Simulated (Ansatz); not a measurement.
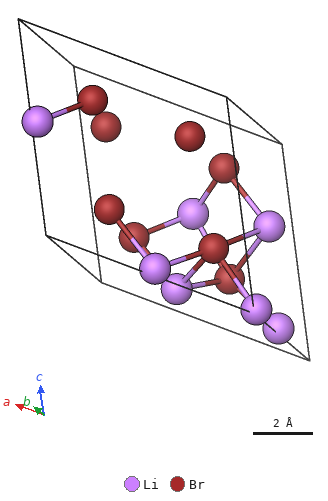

Starting frame of a dynamics run of LiBr with a Li vacancy (15 atoms in the cell, charge -1). It starts from the last geometry of an earlier run, with fresh velocities. The picture is a ball-and-stick view of the reduced simulation cell, seen from a free direction. Bonds to atoms that aren't drawn are left out. Lengths and directions refer to the drawn axes.

The calculation used DFT PBE-D3(BJ), scalar-relativistic, plane waves, PAW in Ansatz.

Input file:
```yaml
accuracy: low
crystal:
  lattice:
    - [0.0, 5.556313, 5.556313]
    - [5.556313, 0.0, 5.556313]
    - [5.556313, 5.556313, 0.0]
  atoms:
    - { symbol: Li, position: [0.0002632, -0.07340474, 0.02830318] }
    - { symbol: Br, position: [0.28657836, 0.24089471, 0.21468983] }
    - { symbol: Li, position: [-0.03143976, -0.01892893, 0.53419871] }
    - { symbol: Br, position: [0.23884641, 0.25686019, 0.74122115] }
    - { symbol: Li, position: [-0.00127654, 0.53388371, 0.0269338] }
    - { symbol: Br, position: [0.216469, 0.7645594, 0.26775205] }
    - { symbol: Li, position: [-0.00353848, 0.46363391, 0.51441128] }
    - { symbol: Br, position: [0.27239623, 0.73010036, 0.77245023] }
    - { symbol: Li, position: [0.47671252, -0.04259061, 0.03767795] }
    - { symbol: Br, position: [0.73707415, 0.25711604, 0.24114392] }
    - { symbol: Li, position: [0.46489208, 0.09439611, 0.48432646] }
    - { symbol: Br, position: [0.8202154, 0.20509804, 0.73290288] }
    - { symbol: Li, position: [0.49106412, 0.51494551, 0.03520311] }
    - { symbol: Br, position: [0.7164323, 0.77008727, 0.26576067] }
    - { symbol: Br, position: [0.73733618, 0.73993348, 0.76921853] }
total_charge: -1
basis:
  ecutwfc: 420.0
kpoints:
  mp_grid: { grid: [2, 2, 2] }
hamiltonian:
  xc: pbe
  dispersion: d3bj
scf:
  occupations: { method: fermi_dirac, width: 0.05 }
  lower_state_search: "off"
md:
  timestep: 1.5
  n_steps: 280
  ensemble: nvt_langevin
  temperature: 800.0
  initial_velocities: maxwell_boltzmann
  seed: 944947
  friction: 0.005
```

Command:
```bash
ansatz run input.yaml --threads 1 --pin off --max-ram 3072MiB --backend cpu --events-out ev --progress --plain --runs-dir out
```

Question: Predict how the run goes.

Answer: The mean temperature in the second half is 773 K (standard deviation 154 K). The potential energy in the second half lies on average 41.7 meV per atom above the first frame. In the second half of the run the atoms are, in the root-mean-square, this far from where they began (common drift taken out): Li 0.73 Å, Br 0.50 Å. Against the typical shortest distance between atoms in the first frame, about 2.5 Å these are large excursions, but over 420 fs one can't yet tell strong vibration from the start of diffusion.

Along the run (each row but the first and the last is the mean over the interval that it begins):

```
time (fs)  potential energy (meV/atom)  T (K)
      0.0                          0.0    747
     42.0                         16.0    550
     84.0                         42.1    638
    126.0                         39.0    798
    168.0                         47.0    614
    210.0                         54.4    566
    252.0                         30.4    839
    294.0                         43.1    744
    336.0                         49.2    742
    378.0                         31.6    968
    420.0                         32.2    908
```

The paths of the atoms:

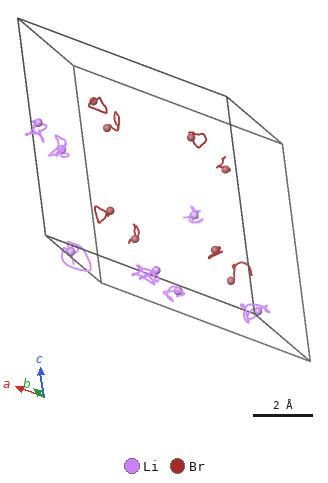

Limits of the set-up: the program's low-accuracy preset was used; the periodic images lie only 7.9 Å apart, so the values are limited by the cell's size; the cell is charged, on a uniform background, and energies carry no finite-size correction.

Cost: 21 min on 1 thread of Arm Neoverse V2, with other jobs on the host, peak memory 0.66 GiB.
